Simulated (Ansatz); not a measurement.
# A defect in a wire: W wire along [111], 4 atoms a period, Co placed on top of one W, part 3 of 5

Aim: how much does this defect scatter, and at which energies?

Ansatz 0.2.0; DFT PBE, plane waves, PAW; relaxation of a wire's period (the session's first sound run).

So far. Step 2 (The relaxed wire): The cell's length comes to 2.683 Å with spin left out. Step 3 (The perfect wire): At the computed energy nearest the Fermi level there are 5 channels a spin, and the thermal average gives 5.00 G₀.

### 4. Relaxing the junction

This step: DFT PBE, plane waves, PAW; relaxation of a junction in a wire, ends held (Ansatz 0.2.0).

System of this step: W wire along [111], 4 atoms a period, Co placed on top of one W. The cell holds 37 atoms: 36 W and 1 Co. Its edges and angles: a = 11.283 Å, b = 9.388 Å, c = 24.149 Å, α = 90.0°, β = 90.0°, γ = 90.0°. Regions: held atoms, 24 atoms (24 W); free atoms, 13 atoms (12 W and 1 Co). Vacuum lies along a and b. The structure's axis is c.

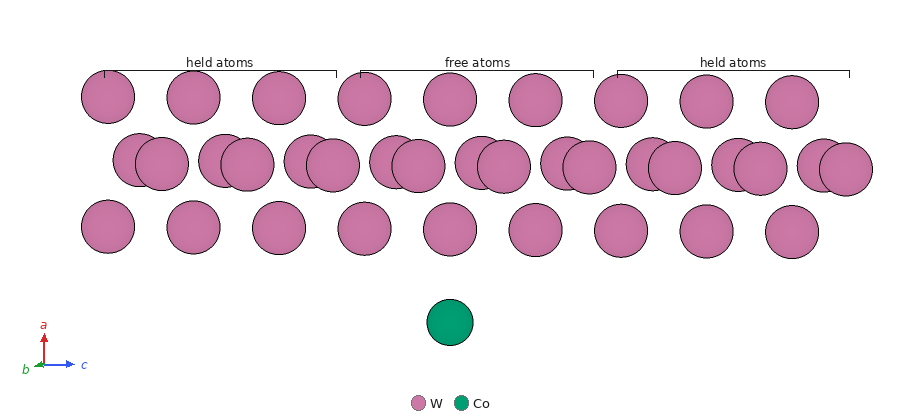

The cell of this step (tungsten pink, cobalt teal).

13 atoms at the defect are free to relax, while 24 stay where the perfect wire has them, so that the ends still repeat as a lead. The cutoff is set under the files' recommended one to save time.

input.yaml

```yaml
crystal:
  lattice:
    - [11.283, 0.0, 0.0]
    - [0.0, 9.388, 0.0]
    - [0.0, 0.0, 24.149372829]
  atoms:
    - { symbol: W, position: [0.321836204, 0.500015667, 0.0] }
    - { symbol: W, position: [0.500002526, 0.37029517, 0.03247243] }
    - { symbol: W, position: [0.500002526, 0.629736164, 0.078638682] }
    - { symbol: W, position: [0.678168848, 0.500015667, 0.0] }
    - { symbol: W, position: [0.321836204, 0.500015667, 0.111111111] }
    - { symbol: W, position: [0.500002526, 0.37029517, 0.143583541] }
    - { symbol: W, position: [0.500002526, 0.629736164, 0.189749793] }
    - { symbol: W, position: [0.678168848, 0.500015667, 0.111111111] }
    - { symbol: W, position: [0.321836204, 0.500015667, 0.222222222] }
    - { symbol: W, position: [0.500002526, 0.37029517, 0.254694652] }
    - { symbol: W, position: [0.500002526, 0.629736164, 0.300860904] }
    - { symbol: W, position: [0.678168848, 0.500015667, 0.222222222] }
    - { symbol: W, position: [0.321836204, 0.500015667, 0.333333333] }
    - { symbol: W, position: [0.500002526, 0.37029517, 0.365805763] }
    - { symbol: W, position: [0.500002526, 0.629736164, 0.411972015] }
    - { symbol: W, position: [0.678168848, 0.500015667, 0.333333333] }
    - { symbol: W, position: [0.321836204, 0.500015667, 0.444444444] }
    - { symbol: W, position: [0.500002526, 0.37029517, 0.476916874] }
    - { symbol: W, position: [0.500002526, 0.629736164, 0.523083126] }
    - { symbol: W, position: [0.678168848, 0.500015667, 0.444444444] }
    - { symbol: W, position: [0.321836204, 0.500015667, 0.555555556] }
    - { symbol: W, position: [0.500002526, 0.37029517, 0.588027985] }
    - { symbol: W, position: [0.500002526, 0.629736164, 0.634194237] }
    - { symbol: W, position: [0.678168848, 0.500015667, 0.555555556] }
    - { symbol: W, position: [0.321836204, 0.500015667, 0.666666667] }
    - { symbol: W, position: [0.500002526, 0.37029517, 0.699139096] }
    - { symbol: W, position: [0.500002526, 0.629736164, 0.745305348] }
    - { symbol: W, position: [0.678168848, 0.500015667, 0.666666667] }
    - { symbol: W, position: [0.321836204, 0.500015667, 0.777777778] }
    - { symbol: W, position: [0.500002526, 0.37029517, 0.810250207] }
    - { symbol: W, position: [0.500002526, 0.629736164, 0.856416459] }
    - { symbol: W, position: [0.678168848, 0.500015667, 0.777777778] }
    - { symbol: W, position: [0.321836204, 0.500015667, 0.888888889] }
    - { symbol: W, position: [0.500002526, 0.37029517, 0.921361318] }
    - { symbol: W, position: [0.500002526, 0.629736164, 0.96752757] }
    - { symbol: W, position: [0.678168848, 0.500015667, 0.888888889] }
    - { symbol: Co, position: [0.066584942, 0.500035797, 0.444444444], spin: 2.0 }
magnetization:
  spin_polarized: true
kpoints:
  mp_grid: { grid: [1, 1, 2] }
scf:
  occupations: { method: fermi_dirac, width: 0.1 }
hamiltonian:
  xc: pbe
relax:
  constraints:
    - { sites: [0, 1, 2, 3, 4, 5, 6, 7, 8, 9, 10, 11, 24, 25, 26, 27, 28, 29, 30, 31, 32, 33, 34, 35] }
  f_tol: 0.06
  max_steps: 35
basis:
  ecutwfc: "350 eV"
```

Run with:

```sh
$ ansatz run input.yaml --threads 8 --pin off --max-ram 16384MiB --backend cpu --events-out ev --progress --plain --runs-dir out
```

Numbers of over 12 decimals in the logs are rounded to 6 here.

The program printed:

```text
[...]
Crystal: 37 atoms, lattice volume = 2558.018 Å³
Basis set: ecut = 350 eV, 38055 PW (Γ), exchange–correlation on 144×120×300 points (8 copies of the dense FFT grid, shifted against one another)
Bands: 314, of which v1, the nominal top of the filled ones, is band 261 counted from 1 (260 counted from 0)
Symmetry: 1 space group operations
[...]
k-points: 2
[...]
Starting moments: Σ|m| = 2 μB on 1 of 37 sites
[...]
SCF iter   1: F=—  HF=-378930.469605 eV  |F-HF|=—  |Δ(HF+E_count)|=         —  Δρ=2.27e-2 (↑2.27e-2 ↓2.18e-2)  dr2=2.12e2  dr2_m=7.53e-1  M=2.542 μB ∫|m|=2.867 μB  β_m=0.30  ethr=3.10e-3  ⟨swp⟩=9.0  Hψ=5567  notcnv=0
[...]
spin=Collinear: LDOS preconditioning applied to the charge; magnetization (m = ρ↑ − ρ↓) channel mixes plain (no charge-response kernel on spin).
SCF iter   2: F=—  HF=-378891.568108 eV  |F-HF|=—  |Δ(HF+E_count)|=    3.89e1  Δρ=1.17e-2 (↑1.13e-2 ↓1.17e-2)  dr2=2.28e1  dr2_m=3.18e-1  M=2.459 μB ∫|m|=2.891 μB  β_m=0.35  ethr=3.10e-3  ⟨swp⟩=6.8  Hψ=3733  notcnv=0
[...]
SCF iter  13: F=-378887.787425 eV  HF=-378887.787472 eV  |F-HF|=4.74e-5  |Δ(HF+E_count)|=   1.53e-5  Δρ=3.94e-5 (↑1.24e-5 ↓3.94e-5)  dr2=7.16e-5  dr2_m=8.73e-6  M=2.235 μB ∫|m|=2.833 μB  ethr=1.73e-8  ⟨swp⟩=3.0  Hψ=4566  notcnv=0
SCF 1 converged in 13 iterations: F = -378887.787425 eV  dr2 = 7.16e-5
[...]
relax step   1: F+E_penalty+E_count = -378887.78742452 eV  Δ(F+E_penalty+E_count) = +0.000e0 eV  max|allowed force component| = 1.346e0 eV/Å  Δτ_max = 0.0000 Å  (13 SCF iters, dr2 threshold 9.00e-5 eV, accepted)
[...]
Starting moments: Σ|m| = 2 μB on 1 of 37 sites; this step starts from the density that it was given
[...]
SCF iter   9: F=-378887.924917 eV  HF=-378887.924945 eV  |F-HF|=2.83e-5  |Δ(HF+E_count)|=   7.11e-5  Δρ=4.31e-5 (↑1.09e-5 ↓4.31e-5)  dr2=5.71e-5  dr2_m=1.04e-5  M=2.215 μB ∫|m|=2.889 μB  ethr=1.92e-8  ⟨swp⟩=2.0  Hψ=4110  notcnv=0
SCF 2 converged in 9 iterations: F = -378887.924917 eV  dr2 = 5.71e-5
relax step   2: F+E_penalty+E_count = -378887.92491667 eV  Δ(F+E_penalty+E_count) = -1.375e-1 eV  max|allowed force component| = 1.078e0 eV/Å  Δτ_max = 0.1913 Å  (9 SCF iters, dr2 threshold 1.00e-4 eV, accepted)
SCF iter   1: F=—  HF=-378887.989717 eV  |F-HF|=—  |Δ(HF+E_count)|=         —  Δρ=5.09e-3 (↑3.26e-3 ↓5.09e-3)  dr2=7.45e-1  dr2_m=2.61e-1  M=2.082 μB ∫|m|=2.915 μB  β_m=0.30  ethr=9.06e-4  ⟨swp⟩=4.5  Hψ=3136  notcnv=0
[...]
SCF iter  18: F=-378888.283037 eV  HF=-378888.283062 eV  |F-HF|=2.55e-5  |Δ(HF+E_count)|=   7.23e-5  Δρ=4.63e-5 (↑1.05e-5 ↓4.63e-5)  dr2=4.69e-5  dr2_m=1.01e-5  M=1.923 μB ∫|m|=3.083 μB  ethr=4.07e-9  ⟨swp⟩=2.0  Hψ=4143  notcnv=0
SCF 3 converged in 18 iterations: F = -378888.283037 eV  dr2 = 4.69e-5
relax step   3: F+E_penalty+E_count = -378888.28303656 eV  Δ(F+E_penalty+E_count) = -3.581e-1 eV  max|allowed force component| = 1.111e0 eV/Å  Δτ_max = 0.1950 Å  (18 SCF iters, dr2 threshold 7.26e-5 eV, accepted)
[... from here on, the SCF cycles and remarks between the steps are left out ...]
relax step   4: F+E_penalty+E_count = -378888.43399883 eV  Δ(F+E_penalty+E_count) = -1.510e-1 eV  max|allowed force component| = 5.962e-1 eV/Å  Δτ_max = 0.1950 Å  (18 SCF iters, dr2 threshold 1.00e-4 eV, accepted)
relax step   5: F+E_penalty+E_count = -378888.40384913 eV  Δ(F+E_penalty+E_count) = +3.015e-2 eV  max|allowed force component| = 8.118e-1 eV/Å  Δτ_max = 0.2000 Å  (7 SCF iters, dr2 threshold 1.00e-4 eV, rejected (line search))
relax step   6: F+E_penalty+E_count = -378888.46696790 eV  Δ(F+E_penalty+E_count) = -3.297e-2 eV  max|allowed force component| = 9.162e-2 eV/Å  Δτ_max = 0.0974 Å  (12 SCF iters, accepted)
relax step   7: F+E_penalty+E_count = -378888.48192551 eV  Δ(F+E_penalty+E_count) = -1.496e-2 eV  max|allowed force component| = 1.807e-1 eV/Å  Δτ_max = 0.0967 Å  (11 SCF iters, accepted)
relax step   8: F+E_penalty+E_count = -378888.51882247 eV  Δ(F+E_penalty+E_count) = -3.690e-2 eV  max|allowed force component| = 3.081e-1 eV/Å  Δτ_max = 0.1434 Å  (18 SCF iters, accepted)
relax step   9: F+E_penalty+E_count = -378888.59776114 eV  Δ(F+E_penalty+E_count) = -7.894e-2 eV  max|allowed force component| = 4.317e-1 eV/Å  Δτ_max = 0.1956 Å  (7 SCF iters, dr2 threshold 9.49e-5 eV, accepted)
relax step  10: F+E_penalty+E_count = -378888.70194434 eV  Δ(F+E_penalty+E_count) = -1.042e-1 eV  max|allowed force component| = 4.956e-1 eV/Å  Δτ_max = 0.1952 Å  (14 SCF iters, dr2 threshold 1.00e-4 eV, accepted)
relax step  11: F+E_penalty+E_count = -378888.81303680 eV  Δ(F+E_penalty+E_count) = -1.111e-1 eV  max|allowed force component| = 4.506e-1 eV/Å  Δτ_max = 0.1964 Å  (13 SCF iters, dr2 threshold 1.00e-4 eV, accepted)
relax step  12: F+E_penalty+E_count = -378888.92584175 eV  Δ(F+E_penalty+E_count) = -1.128e-1 eV  max|allowed force component| = 3.098e-1 eV/Å  Δτ_max = 0.1962 Å  (11 SCF iters, dr2 threshold 1.00e-4 eV, accepted)
relax step  13: F+E_penalty+E_count = -378889.00288529 eV  Δ(F+E_penalty+E_count) = -7.704e-2 eV  max|allowed force component| = 1.097e-1 eV/Å  Δτ_max = 0.2000 Å  (11 SCF iters, dr2 threshold 4.54e-5 eV, accepted)
relax step  14: F+E_penalty+E_count = -378889.02082480 eV  Δ(F+E_penalty+E_count) = -1.794e-2 eV  max|allowed force component| = 8.083e-2 eV/Å  Δτ_max = 0.2000 Å  (18 SCF iters, accepted)
relax step  15: F+E_penalty+E_count = -378889.02937581 eV  Δ(F+E_penalty+E_count) = -8.551e-3 eV  max|allowed force component| = 1.293e-1 eV/Å  Δτ_max = 0.1961 Å  (17 SCF iters, accepted)
relax step  16: F+E_penalty+E_count = -378889.04015257 eV  Δ(F+E_penalty+E_count) = -1.078e-2 eV  max|allowed force component| = 1.492e-1 eV/Å  Δτ_max = 0.1993 Å  (10 SCF iters, dr2 threshold 9.09e-6 eV, accepted)
relax step  17: F+E_penalty+E_count = -378889.06088271 eV  Δ(F+E_penalty+E_count) = -2.073e-2 eV  max|allowed force component| = 1.483e-1 eV/Å  Δτ_max = 0.1958 Å  (10 SCF iters, dr2 threshold 2.23e-5 eV, accepted)
relax step  18: F+E_penalty+E_count = -378889.08987954 eV  Δ(F+E_penalty+E_count) = -2.900e-2 eV  max|allowed force component| = 1.857e-1 eV/Å  Δτ_max = 0.1950 Å  (10 SCF iters, dr2 threshold 2.17e-5 eV, accepted)
relax step  19: F+E_penalty+E_count = -378889.12995877 eV  Δ(F+E_penalty+E_count) = -4.008e-2 eV  max|allowed force component| = 3.010e-1 eV/Å  Δτ_max = 0.1951 Å  (10 SCF iters, dr2 threshold 3.41e-5 eV, accepted)
[...]
relax step  24: F+E_penalty+E_count = -378889.77120351 eV  Δ(F+E_penalty+E_count) = -1.877e-1 eV  max|allowed force component| = 7.562e-1 eV/Å  Δτ_max = 0.1928 Å  (7 SCF iters, dr2 threshold 1.00e-4 eV, accepted)
relax step  25: F+E_penalty+E_count = -378889.94698007 eV  Δ(F+E_penalty+E_count) = -1.758e-1 eV  max|allowed force component| = 6.608e-1 eV/Å  Δτ_max = 0.1950 Å  (8 SCF iters, dr2 threshold 1.00e-4 eV, accepted)
relax step  26: F+E_penalty+E_count = -378890.06753609 eV  Δ(F+E_penalty+E_count) = -1.206e-1 eV  max|allowed force component| = 5.622e-1 eV/Å  Δτ_max = 0.2000 Å  (7 SCF iters, dr2 threshold 1.00e-4 eV, accepted)
relax step  27: F+E_penalty+E_count = -378890.16674492 eV  Δ(F+E_penalty+E_count) = -9.921e-2 eV  max|allowed force component| = 2.731e-1 eV/Å  Δτ_max = 0.1949 Å  (8 SCF iters, dr2 threshold 1.00e-4 eV, accepted)
relax step  28: F+E_penalty+E_count = -378890.23011443 eV  Δ(F+E_penalty+E_count) = -6.337e-2 eV  max|allowed force component| = 1.658e-1 eV/Å  Δτ_max = 0.2000 Å  (9 SCF iters, dr2 threshold 1.76e-5 eV, accepted)
relax step  29: F+E_penalty+E_count = -378890.25251259 eV  Δ(F+E_penalty+E_count) = -2.240e-2 eV  max|allowed force component| = 1.443e-1 eV/Å  Δτ_max = 0.1907 Å  (10 SCF iters, dr2 threshold 6.49e-6 eV, accepted)
relax step  30: F+E_penalty+E_count = -378890.25430872 eV  Δ(F+E_penalty+E_count) = -1.796e-3 eV  max|allowed force component| = 8.263e-2 eV/Å  Δτ_max = 0.1007 Å  (9 SCF iters, dr2 threshold 7.68e-6 eV, accepted)
SCF iter   1: F=—  HF=-378890.253545 eV  |F-HF|=—  |Δ(HF+E_count)|=         —  Δρ=1.37e-3 (↑1.05e-3 ↓1.37e-3)  dr2=6.41e-2  dr2_m=1.94e-2  M=1.336 μB ∫|m|=2.387 μB  β_m=0.65  ethr=2.12e-4  ⟨swp⟩=3.0  Hψ=2554  notcnv=0
[...]
SCF iter  11: F=-378890.257817 eV  HF=-378890.257817 eV  |F-HF|=2.24e-8  |Δ(HF+E_count)|=   8.96e-9  Δρ=5.34e-7 (↑5.34e-7 ↓5.05e-7)  dr2=2.89e-8  dr2_m=1.20e-9  M=1.336 μB ∫|m|=2.382 μB  ethr=9.22e-12  ⟨swp⟩=2.0  Hψ=4869  notcnv=0
SCF 31 converged in 11 iterations: F = -378890.257817 eV  dr2 = 2.89e-8
relax step  31: F+E_penalty+E_count = -378890.25781694 eV  Δ(F+E_penalty+E_count) = -3.508e-3 eV  max|allowed force component| = 4.464e-2 eV/Å  Δτ_max = 0.0588 Å  (11 SCF iters, accepted)
SCF converged after 11 iterations
Magnetization: 1.3365 μB (261.1682 up, 259.8318 down)
Absolute magnetization: 2.4025 μB (∫|ρ↑−ρ↓|, with the PAW one-centre terms)
[...]
Per-site moments (μB) at R_I (Å): [(0.000560269, 1.022063), (-0.000149049, 1.022063), (-0.000587193, 1.022063), (0.000345458, 1.022063), (-0.00159398, 1.022063), (-0.000671764, 1.022063), (0.000684692, 1.022063), (0.000355543, 1.022063), (0.00213785, 1.022063), (-0.000956704, 1.022063), (-0.000115889, 1.025006), (-0.000541011, 1.022063), (-0.020697, 1.025006), (0.018199, 1.017004), (-0.020613, 1.024064), (-0.00619247 [...]
Free energy (F): -378890.257817 eV
[...]
Internal energy: -378888.897243 eV  (E = F + TS)
E sigma→0 (E₀):  -378889.577530 eV
Entropy (-TS):   -1.360574 eV (-36.772 meV/atom)
Fermi energy:    1.950742 eV
[...]
--- Forces (eV/Å), atoms counted from 1 ---
  atom   1  W     -0.05482846    -0.00684845    -0.03943060
  atom   2  W      0.00442028    -0.06785570     0.01466105
  atom   3  W      0.01537920     0.07118880    -0.04222022
  atom   4  W      0.02991107     0.01155685     0.00876561
  atom   5  W     -0.02961090    -0.01475858     0.08968289
  atom   6  W      0.00558101    -0.06405767     0.00649029
  atom   7  W     -0.04876156     0.05043573     0.00125223
  atom   8  W      0.03032447    -0.00475755     0.02093411
  atom   9  W     -0.00493195     0.03064573     0.07870981
  atom  10  W      0.14341045    -0.05211160     0.02981382
  atom  11  W     -0.07861602    -0.02407111     0.18906509
  atom  12  W      0.09078378    -0.01693766    -0.11438897
  atom  13  W     -0.02783071     0.00239625     0.00177446
  atom  14  W     -0.00816621     0.02274729    -0.00937969
  atom  15  W     -0.00932015    -0.00393314     0.00480473
  atom  16  W      0.01212439    -0.00319400     0.00441816
  atom  17  W      0.01330706     0.01047792     0.00394580
  atom  18  W      0.02150168     0.00176209     0.00429872
  atom  19  W     -0.02898630     0.02340268    -0.01108245
  atom  20  W      0.03068168    -0.00857828    -0.00536547
  atom  21  W     -0.00027512    -0.02388763    -0.01691412
  atom  22  W     -0.00062027     0.01428833     0.01682397
  atom  23  W      0.03140628     0.00357642    -0.00235858
  atom  24  W     -0.04463685    -0.00533524     0.00769954
  atom  25  W     -0.12116766     0.05514946    -0.04463258
  atom  26  W      0.09300145    -0.02377050    -0.10854041
  atom  27  W     -0.03193691     0.07152120     0.01758108
  atom  28  W     -0.04553751    -0.07098053    -0.31680786
  atom  29  W      0.04098462     0.05702469     0.07534944
  atom  30  W      0.02671676    -0.06440075     0.02584269
  atom  31  W     -0.00748090     0.06446217    -0.03789459
  atom  32  W     -0.04675728    -0.01603721     0.13396949
  atom  33  W     -0.05720940     0.00772780     0.02688699
  atom  34  W      0.00919812    -0.07496143    -0.00701213
  atom  35  W      0.01227293     0.07734494    -0.01692742
  atom  36  W      0.05378728    -0.02497996     0.00573419
  atom  37  Co    -0.01823896    -0.00432604     0.00444663
  max |Σ_I F_I| component: 1.21e-4 eV/Å
--- Relaxed structure (31 steps of the walk, 30 accepted, 0 SCFs on fresh bases) ---
  F+E_penalty+E_count = -378890.25781694 eV   max|allowed force component| = 4.464e-2 eV/Å
  atoms:
    - { symbol: W, position: [0.321836204, 0.500015667, 0.0] }
    - { symbol: W, position: [0.500002526, 0.37029517, 0.03247243] }
    - { symbol: W, position: [0.500002526, 0.629736, 0.078638682] }
    - { symbol: W, position: [0.678168848, 0.500015667, 0.0] }
    - { symbol: W, position: [0.321836204, 0.500015667, 0.111111111] }
    - { symbol: W, position: [0.500002526, 0.37029517, 0.143583541] }
    - { symbol: W, position: [0.500002526, 0.629736, 0.189750] }
    - { symbol: W, position: [0.678168848, 0.500015667, 0.111111111] }
    - { symbol: W, position: [0.321836204, 0.500015667, 0.222222222] }
    - { symbol: W, position: [0.500002526, 0.37029517, 0.254694652] }
    - { symbol: W, position: [0.500002526, 0.629736, 0.300860904] }
    - { symbol: W, position: [0.678168848, 0.500015667, 0.222222222] }
    - { symbol: W, position: [0.324819, 0.494251, 0.334240] }
    - { symbol: W, position: [0.507484, 0.369813, 0.366000] }
    - { symbol: W, position: [0.502301, 0.630340, 0.411987] }
    - { symbol: W, position: [0.681481, 0.504176, 0.333048] }
    - { symbol: W, position: [0.327641, 0.485230, 0.445505] }
    - { symbol: W, position: [0.511738, 0.365593, 0.476941] }
    - { symbol: W, position: [0.503032, 0.626353, 0.522251] }
    - { symbol: W, position: [0.685097, 0.507411, 0.443455] }
    - { symbol: W, position: [0.315239, 0.516549, 0.558859] }
    - { symbol: W, position: [0.493742, 0.367955, 0.588703] }
    - { symbol: W, position: [0.501589, 0.631793, 0.633985] }
    - { symbol: W, position: [0.678108, 0.496307, 0.556374] }
    - { symbol: W, position: [0.321836204, 0.500015667, 0.666666667] }
    - { symbol: W, position: [0.500002526, 0.37029517, 0.699139096] }
    - { symbol: W, position: [0.500002526, 0.629736, 0.745305348] }
    - { symbol: W, position: [0.678168848, 0.500015667, 0.666666667] }
    - { symbol: W, position: [0.321836204, 0.500015667, 0.777778] }
    - { symbol: W, position: [0.500002526, 0.37029517, 0.810250207] }
    - { symbol: W, position: [0.500002526, 0.629736, 0.856416459] }
    - { symbol: W, position: [0.678168848, 0.500015667, 0.777778] }
    - { symbol: W, position: [0.321836204, 0.500015667, 0.888888889] }
    - { symbol: W, position: [0.500002526, 0.37029517, 0.921361] }
    - { symbol: W, position: [0.500002526, 0.629736, 0.96752757] }
    - { symbol: W, position: [0.678168848, 0.500015667, 0.888888889] }
    - { symbol: Co, position: [0.328721, 0.283777, 0.520690] }
```

Wall time 21 min (8 threads of Arm Neoverse V2, shared host); peak memory 8.4 GiB.

[end of part 3 of 5]

[Logs are printed without paths, hosts, clocks, repeated set-up lines and the standing remarks that a program may print on its own settings, such as how far it seeks lower states.]

[Hosts, paths, dates, database ids (printed as entryN), source tags and the programs' standing remarks are cut or masked in the printed files.]
